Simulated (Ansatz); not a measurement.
# Geometry relaxation of Ta5Si (part 1 of 2)

Ta5Si (slab, 6 atoms in the cell), computed with DFT PBEsol, scalar-relativistic, plane waves, PAW, no spin polarisation (Ansatz 0.2.0).

The structure derives from an entry of the Crystallography Open Database. The input holds or restrains some coordinates. It belongs to a series of runs on one base structure; here: Si put at a bridge Ta-Ta site. Figures and captions count atoms from 1; the log counts them from 0 in places.

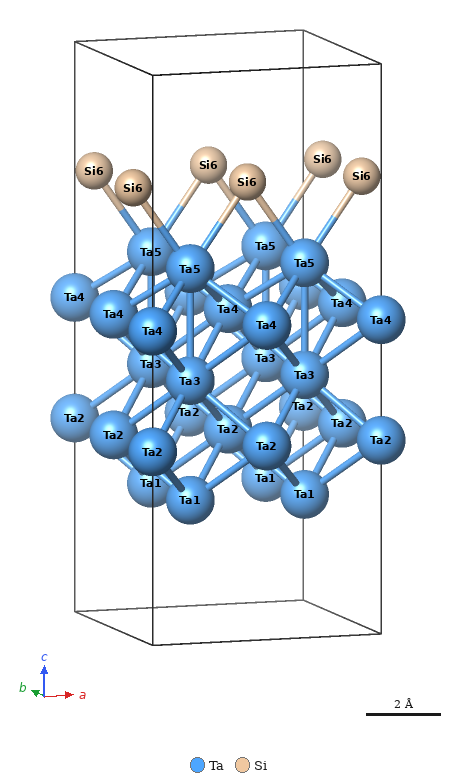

**Figure 1.** The structure as given in the input (ball-and-stick view of the 2 × 2 repeat of the cell, with the vacuum cut short, seen slightly off an axis; atoms are numbered from 1 in the order of the input).

**Input file**
```yaml
crystal:
  lattice:
    - [3.2805195246, 0.0, 0.0]
    - [0.0, 3.2805195246, 0.0]
    - [0.0, 0.0, 25.5610390493]
  atoms:
    - { symbol: Ta, position: [0.5, 0.5, 0.3325373427] }
    - { symbol: Ta, position: [0.0, 0.0, 0.3967076512] }
    - { symbol: Ta, position: [0.5, 0.5, 0.4611411122] }
    - { symbol: Ta, position: [0.0, 0.0, 0.5263369554] }
    - { symbol: Ta, position: [0.5, 0.5, 0.5815099114] }
    - { symbol: Si, position: [0.0, 0.5, 0.6714906041] }
basis:
  ecutwfc: 420
kpoints:
  mp_grid: { grid: [9, 9, 1] }
hamiltonian:
  xc: pbesol
scf:
  occupations: { method: gaussian, width: 0.1 }
output:
  forces: true
  eigenvalues: true
  write_density: true
  write_potential: true
  elf: true
  volumetric_format: npy
relax:
  adjacent_minimum: "off"
  f_tol: 0.03
  max_steps: 70
  constraints: [{ sites: [0, 1] }]
efield:
  axis: 3
  dipole_correction: true
  ramp_width: 0.04
```

Launched with:
```bash
ansatz run input.yaml --threads 1 --pin off --max-ram 2560MiB --backend cpu --events-out ev --progress --plain --runs-dir out
```

**The program's output**
```
Engine: ansatz 0.2.0, aarch64-unknown-linux-gnu
Pseudopotentials: kind: paw
Pseudopotential: Ta, paw, valence charge 13, recommended cutoff 420 eV (normal), Ta.paw.azcp
Pseudopotential: Si, paw, valence charge 4, recommended cutoff 420 eV (normal), Si.paw.azcp
Functional definition: PBEsol
  exchange = pbesol_x
  correlation = pbesol_c
Crystal: 6 atoms, lattice volume = 275.083 Å³
Basis set: ecut = 420 eV, 5421 PW (Γ), exchange–correlation on 48×48×360 points (8 copies of the dense FFT grid, shifted against one another)
Bands: 42, of which v1, the nominal top of the filled ones, is band 35 counted from 1 (34 counted from 0)
Symmetry: 4 space group operations
Space group: Pmm2 (ITA 25), of the structure as read, at distance tolerance 6.5e-5 Å
k-points: 25 of 81
Non-local potential: Ta, projectors of the file, l = 0: 3, l = 1: 2, l = 2: 2, l = 3: 1
Non-local potential: Si, projectors of the file, l = 0: 2, l = 1: 2, l = 2: 2
PAW form: soft (Blöchl's): semilocal exchange-correlation on the pseudo side does not see the compensation charge
PAW frozen core: Ta, regenerated for the run's functional, and the local potential with it (the file was generated under x = pbe(κ = 0.804, μ = 0.2195149727645171), c = pbe(β = 0.06672455060314922))
PAW frozen core: Si, regenerated for the run's functional, and the local potential with it (the file was generated under x = pbe(κ = 0.804, μ = 0.2195149727645171), c = pbe(β = 0.06672455060314922))
PAW one-centre angular grid: Ta, 590 points (default); XC on 64 Gauss nodes
PAW one-centre angular grid: Si, 110 points (default); XC on 64 Gauss nodes
Initial density: superposition of atomic densities (neutral atoms: chi_scale 0, normalization atom), corrected by the library's trained network
Initial wavefunctions: pseudopotential atomic-orbital guess
Functional: x = pbesol(κ = 0.804, μ = 0.12345679012345678), c = pbesol(β = 0.046)
SCF iter   1: F=—  HF=-49649.606085 eV  |F-HF|=—  |Δ(HF+E_count)|=         —  Δρ=7.84e-3  dr2=3.73e0  ethr=1.77e-3  p=-0.088 e·Å  D=-5.77e-2 V/Å  ΔV_dip=1.48 eV  dr2_dipole=2.06e-2  V_vac-E_F(+/−)=5.74/4.26 eV  ⟨swp⟩=9.2  Hψ=5286  notcnv=0
efield: sawtooth ramp at fractional position 0.9820 (placed from the atoms, in the widest stretch of the axis that holds none; the zero of the levels goes with the place), width 0.0400; the density the first Hamiltonian is built on has a dipole p = -0.088 e·Å; the dipole correction subtracts the counter field D = -5.77e-2 V/Å, which shifts the + side's vacuum level by +1.48 eV against the − side's; the planar-averaged density in the ramp window peaks in size at 4.7e-5 e/Å³
preconditioner: auto → LDOS  [metal: Δε(μ)=0.044 eV  Ē_g=3.867 eV  σ=0.100 eV  W_gap=0.24  n_scr=52 (ndim 8)  ℏωp=12.1 eV  f_vac=0.513  D(μ)=5.24/eV (n_scr^D=14)  β→1.0]
SCF iter   2: F=—  HF=-49649.507211 eV  |F-HF|=—  |Δ(HF+E_count)|=   9.89e-2  Δρ=5.11e-3  dr2=8.46e-1  ethr=1.77e-3  p=-0.073 e·Å  D=-4.77e-2 V/Å  ΔV_dip=1.22 eV  dr2_dipole=3.84e-2  V_vac-E_F(+/−)=5.18/3.96 eV  ⟨swp⟩=3.0  Hψ=1522  notcnv=0  defer=39
SCF iter   3: F=—  HF=-49649.472796 eV  |F-HF|=—  |Δ(HF+E_count)|=   3.44e-2  Δρ=1.00e-3  dr2=2.61e-2  ethr=1.23e-3  p=-0.064 e·Å  D=-4.19e-2 V/Å  ΔV_dip=1.07 eV  dr2_dipole=3.88e-4  V_vac-E_F(+/−)=5.19/4.12 eV  ⟨swp⟩=2.2  Hψ=1145  notcnv=0  defer=39
SCF iter   4: F=—  HF=-49649.473824 eV  |F-HF|=—  |Δ(HF+E_count)|=   1.03e-3  Δρ=3.15e-4  dr2=1.29e-3  ethr=3.78e-5  p=-0.062 e·Å  D=-4.09e-2 V/Å  ΔV_dip=1.04 eV  dr2_dipole=2.38e-4  V_vac-E_F(+/−)=5.15/4.10 eV  ⟨swp⟩=1.7  Hψ=1132  notcnv=0  defer=36
SCF iter   5: F=—  HF=-49649.473856 eV  |F-HF|=—  |Δ(HF+E_count)|=   3.24e-5  Δρ=1.08e-4  dr2=1.17e-4  ethr=1.87e-6  p=-0.060 e·Å  D=-3.95e-2 V/Å  ΔV_dip=1.01 eV  dr2_dipole=1.47e-5  V_vac-E_F(+/−)=5.13/4.12 eV  ⟨swp⟩=2.5  Hψ=1417  notcnv=0  defer=36
SCF iter   6: F=-49649.473850 eV  HF=-49649.473865 eV  |F-HF|=1.49e-5  |Δ(HF+E_count)|=   8.70e-6  Δρ=3.62e-5  dr2=1.90e-5  ethr=3.26e-8  p=-0.060 e·Å  D=-3.94e-2 V/Å  ΔV_dip=1.01 eV  dr2_dipole=1.78e-6  V_vac-E_F(+/−)=5.13/4.12 eV  ⟨swp⟩=23.8  Hψ=11812  notcnv=0
SCF 1 converged in 6 iterations: F = -49649.473850 eV  dr2 = 1.90e-5
  greatest PAW one-centre occupation: 1.000 electrons in one spin orbital (limit 2), on the Ta atom at site 3 (counted from 0), in its partial waves of l = 0
relax step   1: F+E_penalty+E_count = -49649.47384977 eV  Δ(F+E_penalty+E_count) = +0.000e0 eV  max|allowed force component| = 1.817e0 eV/Å  Δτ_max = 0.0000 Å  (6 SCF iters, dr2 threshold 2.25e-5 eV, accepted)
Initial density: handed on by an earlier stage of this run
Initial wavefunctions: those handed on with the density
iter 1 solved again at ethr=2.81e-3 eV; its pass at ethr=3.10e-3 eV (dr2=1.94e0 eV) is discarded
SCF iter   1: F=—  HF=-49649.874739 eV  |F-HF|=—  |Δ(HF+E_count)|=         —  Δρ=1.10e-2  dr2=1.98e0  ethr=2.81e-3  p=-0.060 e·Å  D=-3.94e-2 V/Å  ΔV_dip=1.01 eV  dr2_dipole=2.29e-1  V_vac-E_F(+/−)=5.08/4.07 eV  ⟨swp⟩=1.6  Hψ=3925  notcnv=0  defer=30
efield: sawtooth ramp at fractional position 0.9820 (handed on by an earlier solve), width 0.0400; the density the first Hamiltonian is built on has a dipole p = -0.060 e·Å; the dipole correction subtracts the counter field D = -3.94e-2 V/Å, which shifts the + side's vacuum level by +1.01 eV against the − side's; the planar-averaged density in the ramp window peaks in size at 2.6e-6 e/Å³
preconditioner: auto → LDOS  [metal: Δε(μ)=0.044 eV  Ē_g=3.798 eV  σ=0.100 eV  W_gap=0.24  n_scr=52 (ndim 8)  ℏωp=12.1 eV  f_vac=0.515  D(μ)=6.57/eV (n_scr^D=44)  β→1.0]
SCF iter   2: F=—  HF=-49649.723905 eV  |F-HF|=—  |Δ(HF+E_count)|=   1.51e-1  Δρ=5.24e-3  dr2=2.12e-1  ethr=2.81e-3  p=-0.054 e·Å  D=-3.56e-2 V/Å  ΔV_dip=0.91 eV  dr2_dipole=7.07e-3  V_vac-E_F(+/−)=4.95/4.04 eV  ⟨swp⟩=2.6  Hψ=1534  notcnv=0  defer=30
SCF iter   3: F=—  HF=-49649.704716 eV  |F-HF|=—  |Δ(HF+E_count)|=   1.92e-2  Δρ=2.26e-3  dr2=7.36e-2  ethr=3.07e-4  p=-0.054 e·Å  D=-3.54e-2 V/Å  ΔV_dip=0.90 eV  dr2_dipole=1.15e-2  V_vac-E_F(+/−)=4.99/4.09 eV  ⟨swp⟩=3.2  Hψ=2158  notcnv=0  defer=32
SCF iter   4: F=—  HF=-49649.697938 eV  |F-HF|=—  |Δ(HF+E_count)|=   6.78e-3  Δρ=1.15e-3  dr2=1.89e-2  ethr=1.07e-4  p=-0.051 e·Å  D=-3.38e-2 V/Å  ΔV_dip=0.86 eV  dr2_dipole=1.36e-3  V_vac-E_F(+/−)=4.93/4.06 eV  ⟨swp⟩=1.7  Hψ=1191  notcnv=0  defer=31
SCF iter   5: F=—  HF=-49649.696144 eV  |F-HF|=—  |Δ(HF+E_count)|=   1.79e-3  Δρ=2.34e-4  dr2=9.00e-4  ethr=2.73e-5  p=-0.049 e·Å  D=-3.23e-2 V/Å  ΔV_dip=0.83 eV  dr2_dipole=2.20e-4  V_vac-E_F(+/−)=4.89/4.06 eV  ⟨swp⟩=2.0  Hψ=1338  notcnv=0  defer=31
SCF iter   6: F=-49649.696101 eV  HF=-49649.696135 eV  |F-HF|=3.39e-5  |Δ(HF+E_count)|=   9.12e-6  Δρ=5.63e-5  dr2=4.25e-5  ethr=1.45e-7  p=-0.048 e·Å  D=-3.18e-2 V/Å  ΔV_dip=0.81 eV  dr2_dipole=5.04e-6  V_vac-E_F(+/−)=4.87/4.06 eV  ⟨swp⟩=25.2  Hψ=12497  notcnv=0
SCF 2 converged in 6 iterations: F = -49649.696101 eV  dr2 = 4.25e-5
relax step   2: F+E_penalty+E_count = -49649.69610136 eV  Δ(F+E_penalty+E_count) = -2.223e-1 eV  max|allowed force component| = 4.898e-1 eV/Å  Δτ_max = 0.1937 Å  (6 SCF iters, dr2 threshold 1.00e-4 eV, accepted)
iter 1 solved again at ethr=1.44e-3 eV; its pass at ethr=3.10e-3 eV (dr2=9.95e-1 eV) is discarded
SCF iter   1: F=—  HF=-49649.802842 eV  |F-HF|=—  |Δ(HF+E_count)|=         —  Δρ=7.10e-3  dr2=1.15e0  ethr=1.44e-3  p=-0.048 e·Å  D=-3.18e-2 V/Å  ΔV_dip=0.81 eV  dr2_dipole=8.46e-3  V_vac-E_F(+/−)=4.94/4.12 eV  ⟨swp⟩=1.6  Hψ=3687  notcnv=0  defer=31
efield: sawtooth ramp at fractional position 0.9820 (handed on by an earlier solve), width 0.0400; the density the first Hamiltonian is built on has a dipole p = -0.048 e·Å; the dipole correction subtracts the counter field D = -3.18e-2 V/Å, which shifts the + side's vacuum level by +0.81 eV against the − side's; the planar-averaged density in the ramp window peaks in size at 2.1e-6 e/Å³
preconditioner: auto → LDOS  [metal: Δε(μ)=0.014 eV  Ē_g=3.879 eV  σ=0.100 eV  W_gap=0.08  n_scr=52 (ndim 8)  ℏωp=12.1 eV  f_vac=0.523  D(μ)=6.22/eV (n_scr^D=36)  β→1.0]
SCF iter   2: F=—  HF=-49649.730094 eV  |F-HF|=—  |Δ(HF+E_count)|=   7.27e-2  Δρ=2.00e-3  dr2=3.36e-2  ethr=1.44e-3  p=-0.040 e·Å  D=-2.66e-2 V/Å  ΔV_dip=0.68 eV  dr2_dipole=6.32e-3  V_vac-E_F(+/−)=4.77/4.09 eV  ⟨swp⟩=2.5  Hψ=1358  notcnv=0  defer=31
SCF iter   3: F=—  HF=-49649.728922 eV  |F-HF|=—  |Δ(HF+E_count)|=   1.17e-3  Δρ=1.01e-3  dr2=1.80e-2  ethr=4.87e-5  p=-0.041 e·Å  D=-2.67e-2 V/Å  ΔV_dip=0.68 eV  dr2_dipole=1.26e-4  V_vac-E_F(+/−)=4.75/4.07 eV  ⟨swp⟩=2.9  Hψ=1933  notcnv=0  defer=32
SCF iter   4: F=—  HF=-49649.727269 eV  |F-HF|=—  |Δ(HF+E_count)|=   1.65e-3  Δρ=1.87e-4  dr2=5.21e-4  ethr=2.61e-5  p=-0.039 e·Å  D=-2.56e-2 V/Å  ΔV_dip=0.66 eV  dr2_dipole=7.39e-5  V_vac-E_F(+/−)=4.72/4.07 eV  ⟨swp⟩=2.1  Hψ=1236  notcnv=0  defer=32
SCF iter   5: F=—  HF=-49649.727344 eV  |F-HF|=—  |Δ(HF+E_count)|=   7.48e-5  Δρ=4.82e-5  dr2=2.27e-5  ethr=7.55e-7  p=-0.038 e·Å  D=-2.53e-2 V/Å  ΔV_dip=0.65 eV  dr2_dipole=6.90e-7  V_vac-E_F(+/−)=4.71/4.07 eV  ⟨swp⟩=2.1  Hψ=1423  notcnv=0  defer=36
SCF iter   6: F=-49649.727344 eV  HF=-49649.727345 eV  |F-HF|=6.03e-7  |Δ(HF+E_count)|=   9.61e-7  Δρ=1.43e-5  dr2=1.62e-6  ethr=2.17e-8  p=-0.038 e·Å  D=-2.53e-2 V/Å  ΔV_dip=0.65 eV  dr2_dipole=1.23e-7  V_vac-E_F(+/−)=4.71/4.07 eV  ⟨swp⟩=24.6  Hψ=11368  notcnv=0
SCF 3 converged in 6 iterations: F = -49649.727344 eV  dr2 = 1.62e-6
relax step   3: F+E_penalty+E_count = -49649.72734431 eV  Δ(F+E_penalty+E_count) = -3.124e-2 eV  max|allowed force component| = 1.487e-1 eV/Å  Δτ_max = 0.1859 Å  (6 SCF iters, dr2 threshold 1.50e-5 eV, accepted)
SCF iter   1: F=—  HF=-49649.736876 eV  |F-HF|=—  |Δ(HF+E_count)|=         —  Δρ=2.12e-3  dr2=1.22e-1  ethr=1.77e-3  p=-0.038 e·Å  D=-2.53e-2 V/Å  ΔV_dip=0.65 eV  dr2_dipole=7.36e-3  V_vac-E_F(+/−)=4.69/4.05 eV  ⟨swp⟩=2.8  Hψ=1818  notcnv=0  defer=34
efield: sawtooth ramp at fractional position 0.9820 (handed on by an earlier solve), width 0.0400; the density the first Hamiltonian is built on has a dipole p = -0.038 e·Å; the dipole correction subtracts the counter field D = -2.53e-2 V/Å, which shifts the + side's vacuum level by +0.65 eV against the − side's; the planar-averaged density in the ramp window peaks in size at 2.7e-6 e/Å³
preconditioner: auto → LDOS  [metal: Δε(μ)=0.016 eV  Ē_g=3.838 eV  σ=0.100 eV  W_gap=0.09  n_scr=52 (ndim 8)  ℏωp=12.1 eV  f_vac=0.522  D(μ)=5.87/eV (n_scr^D=26)  β→1.0]
SCF iter   2: F=—  HF=-49649.731870 eV  |F-HF|=—  |Δ(HF+E_count)|=   5.01e-3  Δρ=5.67e-4  dr2=3.31e-3  ethr=1.77e-4  p=-0.040 e·Å  D=-2.62e-2 V/Å  ΔV_dip=0.67 eV  dr2_dipole=1.33e-3  V_vac-E_F(+/−)=4.73/4.06 eV  ⟨swp⟩=1.5  Hψ=1290  notcnv=0  defer=34
SCF iter   3: F=—  HF=-49649.731615 eV  |F-HF|=—  |Δ(HF+E_count)|=   2.55e-4  Δρ=2.82e-4  dr2=1.04e-3  ethr=4.80e-6  p=-0.041 e·Å  D=-2.68e-2 V/Å  ΔV_dip=0.69 eV  dr2_dipole=4.48e-6  V_vac-E_F(+/−)=4.75/4.06 eV  ⟨swp⟩=2.8  Hψ=2020  notcnv=0  defer=34
SCF iter   4: F=—  HF=-49649.731562 eV  |F-HF|=—  |Δ(HF+E_count)|=   5.24e-5  Δρ=6.72e-5  dr2=5.01e-5  ethr=1.50e-6  p=-0.041 e·Å  D=-2.69e-2 V/Å  ΔV_dip=0.69 eV  dr2_dipole=5.86e-6  V_vac-E_F(+/−)=4.75/4.06 eV  ⟨swp⟩=2.0  Hψ=1504  notcnv=0  defer=34
SCF iter   5: F=—  HF=-49649.731560 eV  |F-HF|=—  |Δ(HF+E_count)|=   2.53e-6  Δρ=2.10e-5  dr2=2.65e-6  ethr=7.27e-8  p=-0.041 e·Å  D=-2.69e-2 V/Å  ΔV_dip=0.69 eV  dr2_dipole=2.91e-7  V_vac-E_F(+/−)=4.75/4.06 eV  ⟨swp⟩=2.4  Hψ=1696  notcnv=0  defer=34
SCF iter   6: F=-49649.731560 eV  HF=-49649.731561 eV  |F-HF|=5.82e-7  |Δ(HF+E_count)|=   1.28e-6  Δρ=6.94e-6  dr2=7.16e-7  ethr=2.33e-9  p=-0.041 e·Å  D=-2.69e-2 V/Å  ΔV_dip=0.69 eV  dr2_dipole=8.87e-8  V_vac-E_F(+/−)=4.75/4.06 eV  ⟨swp⟩=21.7  Hψ=10045  notcnv=0
SCF 4 converged in 6 iterations: F = -49649.731560 eV  dr2 = 7.16e-7
relax step   4: F+E_penalty+E_count = -49649.73156046 eV  Δ(F+E_penalty+E_count) = -4.216e-3 eV  max|allowed force component| = 5.250e-2 eV/Å  Δτ_max = 0.0565 Å  (6 SCF iters, dr2 threshold 1.61e-6 eV, accepted)
SCF iter   1: F=—  HF=-49649.732189 eV  |F-HF|=—  |Δ(HF+E_count)|=         —  Δρ=6.64e-4  dr2=1.75e-2  ethr=7.24e-5  p=-0.041 e·Å  D=-2.69e-2 V/Å  ΔV_dip=0.69 eV  dr2_dipole=3.59e-3  V_vac-E_F(+/−)=4.75/4.06 eV  ⟨swp⟩=2.0  Hψ=1699  notcnv=0  defer=5
efield: sawtooth ramp at fractional position 0.9820 (handed on by an earlier solve), width 0.0400; the density the first Hamiltonian is built on has a dipole p = -0.041 e·Å; the dipole correction subtracts the counter field D = -2.69e-2 V/Å, which shifts the + side's vacuum level by +0.69 eV against the − side's; the planar-averaged density in the ramp window peaks in size at 2.4e-6 e/Å³
preconditioner: auto → LDOS  [metal: Δε(μ)=0.015 eV  Ē_g=3.845 eV  σ=0.100 eV  W_gap=0.08  n_scr=52 (ndim 8)  ℏωp=12.1 eV  f_vac=0.522  D(μ)=6.05/eV (n_scr^D=36)  β→1.0]
SCF iter   2: F=—  HF=-49649.731775 eV  |F-HF|=—  |Δ(HF+E_count)|=   4.14e-4  Δρ=2.54e-4  dr2=1.02e-3  ethr=2.53e-5  p=-0.041 e·Å  D=-2.70e-2 V/Å  ΔV_dip=0.69 eV  dr2_dipole=5.46e-6  V_vac-E_F(+/−)=4.75/4.06 eV  ⟨swp⟩=1.0  Hψ=1250  notcnv=0  defer=4
SCF iter   3: F=—  HF=-49649.731698 eV  |F-HF|=—  |Δ(HF+E_count)|=   7.64e-5  Δρ=9.22e-5  dr2=2.07e-4  ethr=1.48e-6  p=-0.041 e·Å  D=-2.69e-2 V/Å  ΔV_dip=0.69 eV  dr2_dipole=1.67e-6  V_vac-E_F(+/−)=4.75/4.06 eV  ⟨swp⟩=2.2  Hψ=1452  notcnv=0  defer=4
SCF iter   4: F=—  HF=-49649.731689 eV  |F-HF|=—  |Δ(HF+E_count)|=   8.86e-6  Δρ=1.93e-5  dr2=8.83e-6  ethr=3.00e-7  p=-0.041 e·Å  D=-2.70e-2 V/Å  ΔV_dip=0.69 eV  dr2_dipole=8.01e-7  V_vac-E_F(+/−)=4.75/4.06 eV  ⟨swp⟩=1.8  Hψ=1208  notcnv=0  defer=4
SCF iter   5: F=—  HF=-49649.731735 eV  |F-HF|=—  |Δ(HF+E_count)|=   4.54e-5  Δρ=4.54e-6  dr2=2.01e-7  ethr=1.28e-8  p=-0.041 e·Å  D=-2.70e-2 V/Å  ΔV_dip=0.69 eV  dr2_dipole=1.16e-8  V_vac-E_F(+/−)=4.75/4.06 eV  ⟨swp⟩=2.0  Hψ=1396  notcnv=0  defer=4
SCF iter   6: F=-49649.731735 eV  HF=-49649.731735 eV  |F-HF|=2.52e-9  |Δ(HF+E_count)|=   1.08e-7  Δρ=1.36e-6  dr2=2.31e-8  ethr=1.45e-10  p=-0.041 e·Å  D=-2.70e-2 V/Å  ΔV_dip=0.69 eV  dr2_dipole=1.01e-9  V_vac-E_F(+/−)=4.75/4.06 eV  ⟨swp⟩=19.2  Hψ=9227  notcnv=0
SCF 5 converged in 6 iterations: F = -49649.731735 eV  dr2 = 2.31e-8
relax step   5: F+E_penalty+E_count = -49649.73173479 eV  Δ(F+E_penalty+E_count) = -1.743e-4 eV  max|allowed force component| = 1.228e-2 eV/Å  Δτ_max = 0.0106 Å  (6 SCF iters, accepted)
```

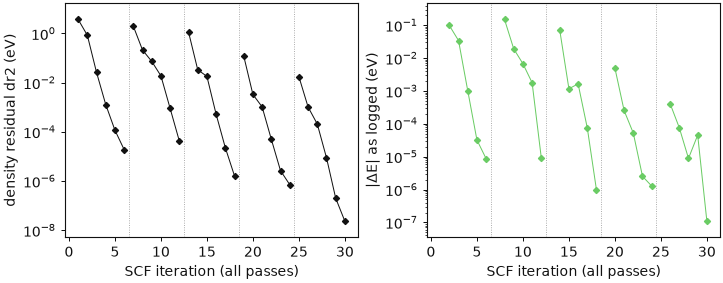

**Figure 2.** Convergence of the self-consistent field: density residual dr2 and size of the energy change against the SCF iteration. The dotted lines part the SCF passes of the relaxation: geometry steps, rejected trials and re-solves on a re-selected basis. The 5 passes take 6 iterations each, 30 in all.
